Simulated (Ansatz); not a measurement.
## Geometry relaxation of Ni2Ge (part 3 of 4)

The same run, continued: Ni2Ge (12 atoms in the cell); DFT r2SCAN, scalar-relativistic, plane waves, PAW, spin-polarised (Ansatz 0.2.0); cutoff 500 eV, 10×6×6 k-mesh, Gaussian smearing of 0.1 eV, collinear spins. The structure derives from a Materials Project entry. It belongs to a series of runs on one base structure; here: 0 of 8 Ni sites taken by Pt, cell and atoms relaxed.

Geometry of the input (Å; fractional positions):
```
-1.9891  3.4452  0.0000
0.0000  0.0000  5.0374
5.9672  3.4452  0.0000
Ni 1.0000  0.2500  0.3333
Ni 0.5000  0.2500  0.8333
Ni 0.5000  0.7500  0.1667
Ni 1.0000  0.7500  0.6667
Ni 0.0000  0.0000  0.0000
Ni 0.5000  0.0000  0.5000
Ni 0.5000  0.5000  0.5000
Ni 0.0000  0.5000  0.0000
Ge 1.0000  0.7500  0.3333
Ge 0.5000  0.7500  0.8333
Ge 0.5000  0.2500  0.1667
Ge 1.0000  0.2500  0.6667
```

**The program's output, continued**
```
SCF iter   1: F=—  HF=-63976.707477 eV  |F-HF|=—  |Δ(HF+E_count)|=         —  Δρ=8.90e-5 (↑8.88e-5 ↓8.90e-5)  dr2=2.48e-5  dr2_τ=2.00e-8  dr2_m=2.35e-11  M=0.000 μB ∫|m|=0.000 μB  β_m=1.00  ethr=2.03e-8  ⟨swp⟩=4.0  Hψ=161830  notcnv=0
preconditioner: auto → Kerker (q_TF=auto, 2.410 Å⁻¹)  [metal: Δε(μ)=0.006 eV  Ē_g=17.493 eV  σ=0.100 eV  W_gap=0.03  n_scr=32 (ndim 8)  ℏωp=36.9 eV  f_vac=0.000  D(μ)=7.08/eV (n_scr^D=60)]
spin=Collinear: Kerker preconditioning applied to the charge; magnetization (m = ρ↑ − ρ↓) channel mixes plain (no charge-response kernel on spin).
SCF iter   2: F=—  HF=-63976.707441 eV  |F-HF|=—  |Δ(HF+E_count)|=   3.56e-5  Δρ=7.59e-5 (↑7.59e-5 ↓7.58e-5)  dr2=1.72e-5  dr2_τ=1.06e-7  dr2_m=9.60e-12  M=0.000 μB ∫|m|=0.000 μB  β_m=1.00  ethr=1.24e-8  ⟨swp⟩=2.0  Hψ=34092  notcnv=0  κ⁻¹=1.0e0(r=1)
SCF iter   3: F=—  HF=-63976.707437 eV  |F-HF|=—  |Δ(HF+E_count)|=   4.35e-6  Δρ=4.01e-5 (↑4.01e-5 ↓4.00e-5)  dr2=5.00e-6  dr2_τ=4.28e-9  dr2_m=1.18e-11  M=0.000 μB ∫|m|=0.000 μB  β_m=1.00  ethr=8.60e-9  ⟨swp⟩=1.5  Hψ=25442  notcnv=0  κ⁻¹=5.3e-4(r=2)
SCF iter   4: F=—  HF=-63976.707436 eV  |F-HF|=—  |Δ(HF+E_count)|=   9.06e-7  Δρ=2.82e-5 (↑2.82e-5 ↓2.81e-5)  dr2=2.54e-6  dr2_τ=1.92e-9  dr2_m=1.13e-11  M=0.000 μB ∫|m|=0.000 μB  β_m=1.00  ethr=2.50e-9  ⟨swp⟩=1.0  Hψ=24974  notcnv=0  κ⁻¹=7.7e-6(r=3)
SCF iter   5: F=—  HF=-63976.707436 eV  |F-HF|=—  |Δ(HF+E_count)|=   4.87e-7  Δρ=1.84e-5 (↑1.84e-5 ↓1.83e-5)  dr2=1.10e-6  dr2_τ=7.62e-10  dr2_m=1.04e-11  M=0.000 μB ∫|m|=0.000 μB  β_m=1.00  ethr=1.27e-9  ⟨swp⟩=1.0  Hψ=24962  notcnv=0  κ⁻¹=8.2e-7(r=4)
SCF iter   6: F=—  HF=-63976.707436 eV  |F-HF|=—  |Δ(HF+E_count)|=   1.95e-7  Δρ=1.21e-5 (↑1.21e-5 ↓1.21e-5)  dr2=4.76e-7  dr2_τ=3.55e-10  dr2_m=8.04e-12  M=0.000 μB ∫|m|=0.000 μB  β_m=1.00  ethr=5.51e-10  ⟨swp⟩=1.0  Hψ=24962  notcnv=0  κ⁻¹=7.8e-7(r=5)
SCF iter   7: F=—  HF=-63976.707435 eV  |F-HF|=—  |Δ(HF+E_count)|=   1.29e-7  Δρ=4.01e-6 (↑4.01e-6 ↓3.94e-6)  dr2=4.91e-8  dr2_τ=4.65e-11  dr2_m=5.35e-12  M=0.000 μB ∫|m|=0.000 μB  β_m=1.00  ethr=2.38e-10  ⟨swp⟩=1.1  Hψ=24982  notcnv=0  κ⁻¹=4.4e-8(r=6)
SCF iter   8: F=—  HF=-63976.707435 eV  |F-HF|=—  |Δ(HF+E_count)|=   8.30e-9  Δρ=4.33e-6 (↑4.33e-6 ↓4.26e-6)  dr2=5.79e-8  dr2_τ=4.77e-11  dr2_m=4.59e-12  M=0.000 μB ∫|m|=0.000 μB  β_m=1.00  ethr=2.45e-11  ⟨swp⟩=1.4  Hψ=25346  notcnv=0  κ⁻¹=9.6e-9(r=7)
SCF iter   9: F=—  HF=-63976.707435 eV  |F-HF|=—  |Δ(HF+E_count)|=   5.65e-9  Δρ=3.99e-6 (↑3.99e-6 ↓3.93e-6)  dr2=4.86e-8  dr2_τ=4.23e-11  dr2_m=3.88e-12  M=0.000 μB ∫|m|=0.000 μB  β_m=1.00  ethr=2.45e-11  ⟨swp⟩=1.0  Hψ=24960  notcnv=0  κ⁻¹=5.8e-9(r=8)
SCF iter  10: F=—  HF=-63976.707435 eV  |F-HF|=—  |Δ(HF+E_count)|=   1.27e-9  Δρ=3.87e-6 (↑3.87e-6 ↓3.81e-6)  dr2=4.59e-8  dr2_τ=3.85e-11  dr2_m=3.39e-12  M=0.000 μB ∫|m|=0.000 μB  β_m=1.00  ethr=2.43e-11  ⟨swp⟩=1.0  Hψ=24960  notcnv=0  κ⁻¹=6.6e-8(r=8)
SCF iter  11: F=—  HF=-63976.707435 eV  |F-HF|=—  |Δ(HF+E_count)|=  7.28e-10  Δρ=1.67e-7 (↑1.67e-7 ↓1.55e-7)  dr2=6.89e-11  dr2_τ=2.32e-13  dr2_m=2.00e-13  M=0.000 μB ∫|m|=0.000 μB  β_m=1.00  ethr=2.29e-11  ⟨swp⟩=1.0  Hψ=24960  notcnv=0  κ⁻¹=4.2e-8(r=8)
SCF iter  12: F=-63976.707435 eV  HF=-63976.707435 eV  |F-HF|=3.20e-10  |Δ(HF+E_count)|=  1.96e-10  Δρ=2.89e-7 (↑2.87e-7 ↓2.89e-7)  dr2=3.69e-10  dr2_τ=7.58e-13  dr2_m=1.43e-14  M=0.000 μB ∫|m|=0.000 μB  ethr=1.00e-12  ⟨swp⟩=4.9  Hψ=115753  notcnv=0
the starting moments were not kept: the SCF closed with an absolute magnetisation of 4.8e-6 μB, where they sum to 16 μB in size (8 sites). That is at most 0.1 of that sum. Measured as dr2_m measures the in/out step, that magnetisation stands 1.0e-11 eV from none, at or under the dr2_threshold of 1.1e-9 eV: it is no larger than a step whose dr2_m would equal this threshold.
SCF 2 converged in 12 iterations: F = -63976.707435 eV  dr2 = 3.69e-10
  greatest PAW one-centre occupation: 1.002 electrons in one spin orbital (limit 2), on the Ni atom at site 7 (counted from 0), in its partial waves of l = 1
relax step   2: F+E_penalty+E_count = -63976.70743542 eV  Δ(F+E_penalty+E_count) = -6.112e-10 eV  max|allowed force component| = 4.873e-4 eV/Å  Δτ_max = 0.0000 Å  P = +0.002 GPa  Ω = 138.078 Å³  stress off target by 1.24e-1 GPa  SCF on the basis re-selected at this cell (its energy is not comparable with the rows above)  (12 SCF iters)
```

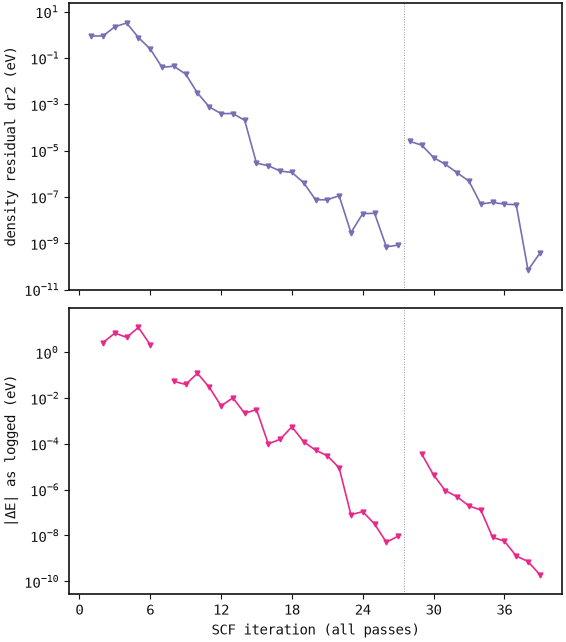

*Convergence of the self-consistent field: density residual dr2 and size of the energy change against the SCF iteration. The dotted lines part the SCF passes of the relaxation: geometry steps, rejected trials and re-solves on a re-selected basis.*

The passes take 27 and 12 iterations.

```
basis re-selected at this cell: Δ(F+E_penalty+E_count) = -6.112e-10 eV, ΔP = -0.000 GPa vs the last step (what re-selecting the basis moved, of the pressure what is left beyond the Pulay correction that the steps carried, after the strain that the cell walked since its last selection, with what the two solves' SCF thresholds leave and, on support functions, any second-order correction that the steps lacked; it is no measure of the basis error at this ecutwfc). This SCF's stress stands 1.24e-1 GPa from its target on what of the cell is left free (relax.cell.stress_tol is 1.50e-1 GPa) and its largest allowed force component is 4.87e-4 eV/Å (relax.f_tol is 1.50e-2 eV/Å): within both
SCF converged after 12 iterations
Stability not checked: this state was not tested for a lower state beside it, because the mixer in use, unlike msr1, does not test its closes by its own steps (another_mixer; see scf.mixing.algorithm and scf.lower_state_search)
Magnetization: 0.0000 μB (100.0000 up, 100.0000 down)
Absolute magnetization: 0.0000 μB (∫|ρ↑−ρ↓|, with the PAW one-centre terms)
Spin contamination: 0.0000 ħ² per cell (⟨S²⟩ above its minimum at these occupations)
Per-site moments (μB) at R_I (Å): [(1.6069200441923907e-7, 0.9474219576169229), (1.6069200437132583e-7, 0.9474219576169228), (1.6069200448201888e-7, 0.9474219576169229), (1.606920044731026e-7, 0.9474219576169228), (8.8969882972236e-7, 1.0389587023612499), (8.896988297664753e-7, 1.0389587023612499), (8.89698829974559e-7, 1.0389587023612499), (8.896988298087794e-7, 1.0389587023612499), (1.5107164645855433e-8, 0.9474219576169229), (1.510716456492758e-8, 0.9474219576169228), (1.5107164622696927e-8, 0.9474219576169229), (1.5107164652803624e-8, 0.9474219576169228)]
Free energy (F): -63976.707435 eV
Harris-Foulkes:  -63976.707435 eV  (|F-HF|=3.20e-10)
Internal energy: -63976.672027 eV  (E = F + TS)
E sigma→0 (E₀):  -63976.689731 eV
Entropy (-TS):   -0.035409 eV (-2.951 meV/atom)
Fermi energy:    18.032148 eV
--- Per-component energies (eV) ---
  E_band       = -2603.524753
  E_kinetic    = 2734.375434
  E_local      = -35692.556972  (includes V_loc(G=0)·N_el)
  E_nonlocal   = 6851.459541
  E_hartree    = 15253.974792
  E_xc         = -911.523537
  E_vxc        = -1215.684509  (∫ρ·V_xc dr)
  E_paw        = -21337.464656  (= ΣΔE_a)
  E_vpaw       = -5874.451655  (= ΣTr[D̂ρ^β])
  E_aug_tail   = 0.001911  (compensation charges beyond the density's cutoff)
  E_vtau       = 85.380464  (kinetic-family band-sum trace: ∫τ·v_τ [+ j·A + Jᵃ·Aᵃ] dr)
  E_ewald      = -30868.194928
  E_core_change = -6.743612  (= ΣΔE_core)
  E_smearing   = -0.035409  (= −TS)
  E_closure    = -0.000000  (closes the sum)
  Σ components = -63976.707435   (vs F -63976.707435, Δ=0.00e0)
--- Forces (eV/Å), atoms counted from 1 ---
  atom   1  Ni     0.00048727     0.00028132     0.00000000
  atom   2  Ni     0.00048727     0.00028132     0.00000000
  atom   3  Ni    -0.00048727    -0.00028132     0.00000000
  atom   4  Ni    -0.00048727    -0.00028132     0.00000000
  atom   5  Ni     0.00000000     0.00000000    -0.00000000
  atom   6  Ni     0.00000000    -0.00000000    -0.00000000
  atom   7  Ni     0.00000000    -0.00000000     0.00000000
  atom   8  Ni     0.00000000    -0.00000000    -0.00000000
  atom   9  Ge     0.00027313     0.00015769    -0.00000000
  atom  10  Ge     0.00027313     0.00015769    -0.00000000
  atom  11  Ge    -0.00027313    -0.00015769     0.00000000
  atom  12  Ge    -0.00027313    -0.00015769     0.00000000
  max |Σ_I F_I| component: 6.94e-18 eV/Å
--- Stress (GPa, compression-positive) ---
        0.063636      -0.002160       0.000000
       -0.002160       0.066130      -0.000000
        0.000000       0.000000      -0.124078
  P = ⅓ Tr σ = 0.0019 GPa (0.019 kbar)
--- Band table (eV; the first three rows and the last of 192) ---
  k-point 0 ↑: bands = ["-88.9699", "-88.9694", "-88.9693", "-88.9692", "-88.6898", "-88.6896", "-88.6799", "-88.6799", "-47.9652", "-47.9645", "-47.9621", "-47.9619", "-47.9604", "-47.9602", "-47.9601", "-47.9584", "-47.8428", "-47.8398", "-47.8367", "-47.8364", "-47.7022", "-47.6982", "-47.6202", "-47.6173", "-47.6172", "-47.6158", "-47.6104", "-47.6104", "-47.6103", "-47.6062", "-47.5955", "-47.5944", "-7.5185", "-7.5118", "-7.5086", "-7.5062", "-7.4920", "-7.4872", "-7.4872", "-7.4847", "-7.4600", "-7.4574", "-7.4521", "-7.4521", "-7.4488", "-7.4486", "-7.4483", "-7.4483", "-7.4480", "-7.4480", "-7.4473", "-7.4408", "4.4721", "6.8833", "7.7938", "8.7701", "10.9496", "11.4242", "12.9648", "12.9650", "13.3062", "13.6264", "13.7990", "14.0801", "14.1069", "14.1421", "14.1421", "14.3954", "14.4417", "14.5727", "14.5728", "14.9928", "15.0147", "15.0150", "15.1023", "15.4812", "15.6218", "15.7165", "15.8408", "15.9075", "16.0503", "16.0504", "16.2644", "16.3236", "16.5597", "16.6293", "16.6861", "16.7570", "16.7572", "16.7766", "16.7770", "16.8233", "16.8417", "16.9917", "16.9929", "17.3775", "17.4292", "17.4295", "17.4797", "18.1459", "18.8167", "19.8467", "20.4876", "20.8439", "20.8440", "21.0380", "21.0381", "21.2793", "21.3978", "21.7004", "22.7672", "22.7673", "22.8681", "24.0721", "24.3666", "25.3182", "27.1317", "27.1318", "27.9163", "28.3304", "28.3304", "29.1790", "29.1791", "29.5355", "30.1685", "30.3483", "30.4367", "30.5006", "30.8829", "30.8947"]
  k-point 1 ↑: bands = ["-88.9698", "-88.9695", "-88.9693", "-88.9692", "-88.6898", "-88.6896", "-88.6799", "-88.6799", "-47.9650", "-47.9643", "-47.9623", "-47.9623", "-47.9604", "-47.9602", "-47.9598", "-47.9584", "-47.8426", "-47.8400", "-47.8367", "-47.8364", "-47.7019", "-47.6984", "-47.6200", "-47.6175", "-47.6171", "-47.6159", "-47.6104", "-47.6103", "-47.6101", "-47.6065", "-47.5954", "-47.5945", "-7.5181", "-7.5123", "-7.5084", "-7.5063", "-7.4917", "-7.4876", "-7.4869", "-7.4847", "-7.4598", "-7.4569", "-7.4529", "-7.4519", "-7.4494", "-7.4490", "-7.4488", "-7.4485", "-7.4476", "-7.4475", "-7.4470", "-7.4412", "4.5607", "6.4565", "8.1533", "8.7809", "11.1045", "11.4958", "12.9355", "12.9523", "13.0087", "13.5178", "13.8573", "13.9062", "13.9109", "14.1688", "14.3726", "14.4922", "14.5550", "14.5967", "14.6364", "14.9295", "14.9630", "15.0125", "15.0398", "15.4108", "15.6761", "15.7432", "15.9011", "15.9610", "16.0310", "16.0547", "16.2990", "16.3083", "16.6452", "16.6512", "16.7018", "16.7025", "16.7042", "16.7615", "16.7746", "16.8782", "16.8963", "17.0163", "17.0771", "17.3765", "17.3970", "17.4205", "17.5643", "18.1163", "18.9440", "19.5556", "19.8992", "19.9630", "20.6110", "21.2967", "21.3398", "21.7245", "21.7538", "21.7899", "22.7071", "23.0263", "23.5979", "24.0872", "24.4053", "25.3850", "26.4849", "26.8561", "26.9105", "28.5158", "28.5530", "28.7617", "29.3365", "29.6141", "29.6202", "29.9873", "30.9410", "30.9840", "31.3966", "31.5387"]
```
